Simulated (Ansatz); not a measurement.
## Electronic structure of ZnGa15O24 (cell with a defect) in real space

Input file:

```
crystal:
  lattice:
    - [-4.8290928131, -1.5416333309, -5.7151521872]
    - [-6.2270641294, 4.6248999927, -0.0062291728]
    - [1.3979713164, 6.1665333236, -5.7089230144]
  atoms:
    - { symbol: Zn, position: [0.6509655917, 0.6660406981, 0.6632108743], spin: 0.143 }
    - { symbol: Ga, position: [0.9009655917, 0.4160406981, 0.4132108743] }
    - { symbol: Ga, position: [0.1509655917, 0.1660406981, 0.1632108743] }
    - { symbol: Ga, position: [0.4009655917, 0.9160406981, 0.9132108743] }
    - { symbol: Ga, position: [0.5990344083, 0.0839593019, 0.0867891257] }
    - { symbol: Ga, position: [0.8490344083, 0.8339593019, 0.8367891257] }
    - { symbol: Ga, position: [0.0990344083, 0.5839593019, 0.5867891257] }
    - { symbol: Ga, position: [0.3490344083, 0.3339593019, 0.3367891257] }
    - { symbol: Ga, position: [0.4648084135, 0.7150436827, 0.3299193413] }
    - { symbol: Ga, position: [0.7148084135, 0.4650436827, 0.0799193413] }
    - { symbol: Ga, position: [0.9648084135, 0.2150436827, 0.8299193413] }
    - { symbol: Ga, position: [0.2148084135, 0.9650436827, 0.5799193413] }
    - { symbol: Ga, position: [0.7851915865, 0.0349563173, 0.4200806587] }
    - { symbol: Ga, position: [0.0351915865, 0.7849563173, 0.1700806587] }
    - { symbol: Ga, position: [0.2851915865, 0.5349563173, 0.9200806587] }
    - { symbol: Ga, position: [0.5351915865, 0.2849563173, 0.6700806587] }
    - { symbol: O, position: [0.5003632182, 0.4916869247, 0.756325611], spin: 0.143 }
    - { symbol: O, position: [0.7503632182, 0.2416869247, 0.506325611] }
    - { symbol: O, position: [0.0003632182, 0.9916869247, 0.256325611] }
    - { symbol: O, position: [0.2503632182, 0.7416869247, 0.006325611] }
    - { symbol: O, position: [0.7496367818, 0.2583130753, 0.993674389] }
    - { symbol: O, position: [0.9996367818, 0.0083130753, 0.743674389] }
    - { symbol: O, position: [0.2496367818, 0.7583130753, 0.493674389] }
    - { symbol: O, position: [0.4996367818, 0.5083130753, 0.243674389] }
    - { symbol: O, position: [0.412440261, 0.9349517818, 0.1518962289] }
    - { symbol: O, position: [0.662440261, 0.6849517818, 0.9018962289], spin: 0.143 }
    - { symbol: O, position: [0.912440261, 0.4349517818, 0.6518962289], spin: 0.143 }
    - { symbol: O, position: [0.162440261, 0.1849517818, 0.4018962289] }
    - { symbol: O, position: [0.837559739, 0.8150482182, 0.5981037711], spin: 0.143 }
    - { symbol: O, position: [0.087559739, 0.5650482182, 0.3481037711] }
    - { symbol: O, position: [0.337559739, 0.3150482182, 0.0981037711] }
    - { symbol: O, position: [0.587559739, 0.0650482182, 0.8481037711] }
    - { symbol: O, position: [0.0727681825, 0.6002148098, 0.8180309383] }
    - { symbol: O, position: [0.3227681825, 0.3502148098, 0.5680309383] }
    - { symbol: O, position: [0.5727681825, 0.1002148098, 0.3180309383] }
    - { symbol: O, position: [0.8227681825, 0.8502148098, 0.0680309383] }
    - { symbol: O, position: [0.1772318175, 0.1497851902, 0.9319690617] }
    - { symbol: O, position: [0.4272318175, 0.8997851902, 0.6819690617], spin: 0.143 }
    - { symbol: O, position: [0.6772318175, 0.6497851902, 0.4319690617], spin: 0.143 }
    - { symbol: O, position: [0.9272318175, 0.3997851902, 0.1819690617] }
  host:
    lattice:
      - [6.2270641294, -1.5416333309, 0.0062291728]
      - [6.2270641294, 1.5416333309, 0.0062291728]
      - [-1.3979713164, 0.0, 5.7089230144]
    atoms:
      - { symbol: Ga, position: [0.3414968551, 0.3414968551, 0.685823534] }
      - { symbol: Ga, position: [0.6585031449, 0.6585031449, 0.314176466] }
      - { symbol: Ga, position: [0.9100739519, 0.9100739519, 0.2052722452] }
      - { symbol: Ga, position: [0.0899260481, 0.0899260481, 0.7947277548] }
      - { symbol: O, position: [0.5039749286, 0.5039749286, 0.7433111707] }
      - { symbol: O, position: [0.4960250714, 0.4960250714, 0.2566888293] }
      - { symbol: O, position: [0.8263039786, 0.8263039786, 0.4356635101] }
      - { symbol: O, position: [0.1736960214, 0.1736960214, 0.5643364899] }
      - { symbol: O, position: [0.1635085038, 0.1635085038, 0.1092008792] }
      - { symbol: O, position: [0.8364914962, 0.8364914962, 0.8907991208] }
basis:
  ecutwfc: 420
  xc_grid: 2
kpoints:
  mp_grid: { grid: [2, 2, 2], shift: [0.5, 0.5, 0.5] }
hamiltonian:
  xc: pbe
scf:
  occupations: { method: gaussian, width: 0.02 }
  lower_state_search: "off"
output:
  forces: true
  stress: false
  eigenvalues: true
  populations: true
  charged_corrections:
    defect_position: [0.65096559, 0.6660407, 0.66321087]
    epsilon:
      - [11.4967, 0.0, -0.5625]
      - [0.0, 11.6406, 0.0]
      - [-0.5625, 0.0, 13.7955]
  write_density: true
  write_potential: true
  elf: true
  volumetric_format: npy
magnetization:
  spin_polarized: true
relax:
  adjacent_minimum: "off"
  f_tol: 0.03
  max_steps: 40
```

Run with:

```sh
ansatz run input.yaml --threads 8 --pin off --max-ram 16384MiB --backend cpu --events-out ev --progress --plain --runs-dir out
```

The fields are those of the relaxed geometry.

Spin-polarised.

Theory: Ansatz, DFT PBE, scalar-relativistic, plane waves, PAW.

In a PAW calculation such maps are meaningful between the atoms, not at the nuclei.

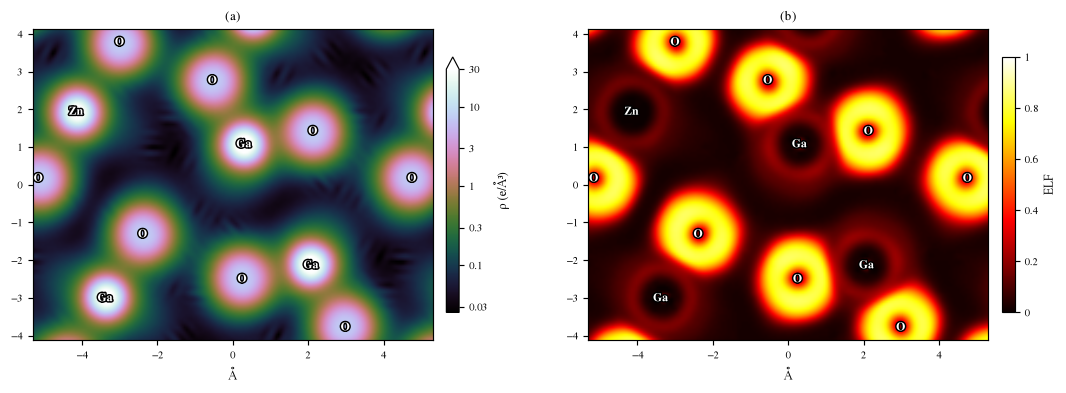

Figure 1. (a) valence pseudo-density; (b) electron localisation function on the (111) plane of the calculation cell.

What do the fields say about this system?

The section cuts through Zn, Ga and O sites. Ga–O (1.87 Å): ρ is about 0.79 e/Å³ halfway; the ELF peaks at about 0.80 in the valence shell of O, 0.6 Å from its nucleus, and is about 0.40 at the midpoint. Zn–O (2.04 Å): the density is about 0.51 e/Å³ at the midpoint; the ELF peaks at about 0.80 in the valence shell of O, 0.6 Å from its nucleus, and is about 0.20 at the midpoint; no shared electron pair shows on this line. Ga–O (1.89 Å): ρ is about 0.76 e/Å³ halfway; the ELF peaks at about 0.80 in the valence shell of O, 0.6 Å from its nucleus, and is about 0.40 at the midpoint. Ga–O (1.97 Å): the density is about 0.63 e/Å³ at the midpoint; the ELF peaks at about 0.85 in the valence shell of O, 0.6 Å from its nucleus, and is about 0.35 at the midpoint. Between the atoms the lowest density in this plane is 0.03 e/Å³.

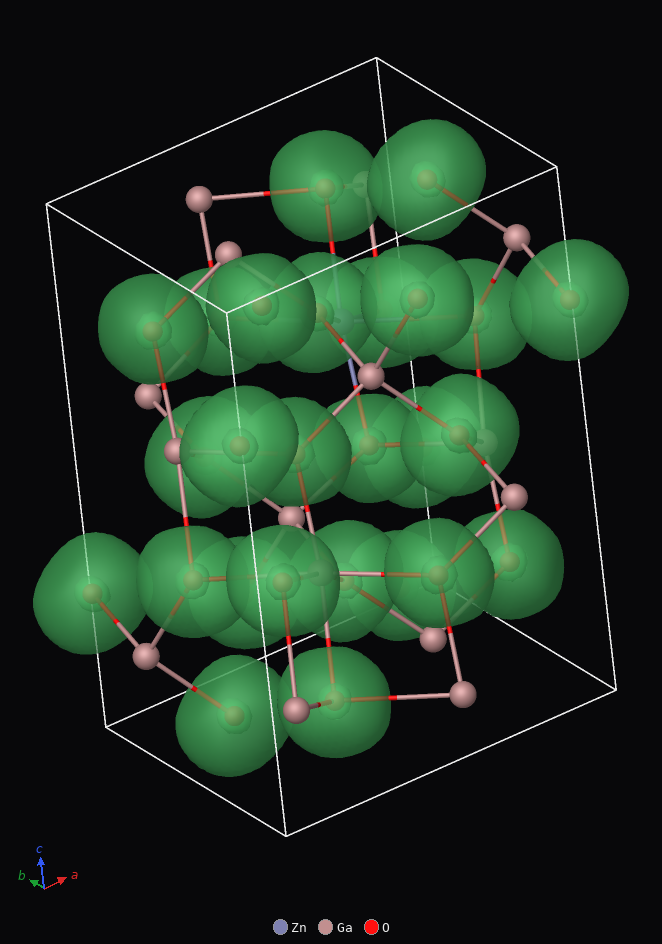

Figure 2. Isosurface of the ELF at 0.6 (green), seen slightly off an axis. Core shells and regions of very low density are left out. Sticks mark near contacts.

What do the ELF domains correspond to?

At this value the surface marks out 24 regions wrapped around O (the valence shell of each), counted in one cell of 40 atoms. Regions shared between cells count once. Profiles from the grid: Ga–O (1.84 Å): the ELF peaks at about 0.80 in the valence shell of O, 0.6 Å from its nucleus, and is about 0.40 at the midpoint. Zn–O (2.02 Å): the ELF peaks at about 0.85 in the valence shell of O, 0.6 Å from its nucleus, and is about 0.20 at the midpoint; no localised pair shows between them.

Does the calculation give a band gap?

It is gapless in this calculation (a metal or semimetal).
